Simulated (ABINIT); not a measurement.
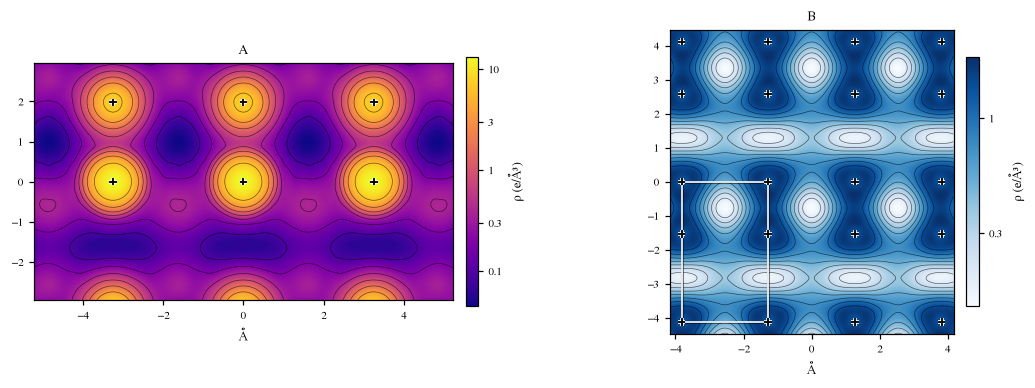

The valence electron density of 2 systems, each on a plane through atoms (crosses mark nuclei in the plane).

All numbers below come from Kohn-Sham DFT of a periodic cell, PBE, JTH PAW PBE v2.0 (ABINIT 10.8.3).

System 1: C, the (100) plane of the conventional cell. Space group P6₃/mmc; computed pressure about −6 GPa in this cell.

System 2: ZnO, the (010) plane of the conventional cell. Space group P6₃mc; computed pressure about 4 GPa in this cell.

### Which map belongs to which system?

Panel A is system 2, ZnO: the plane holds Zn and O. Zn–O (1.97 Å): ρ is about 0.58 e/Å³ halfway. Panel B is system 1, C: the plane holds C. C–C (1.54 Å): the density is about 1.6 e/Å³ at the midpoint.
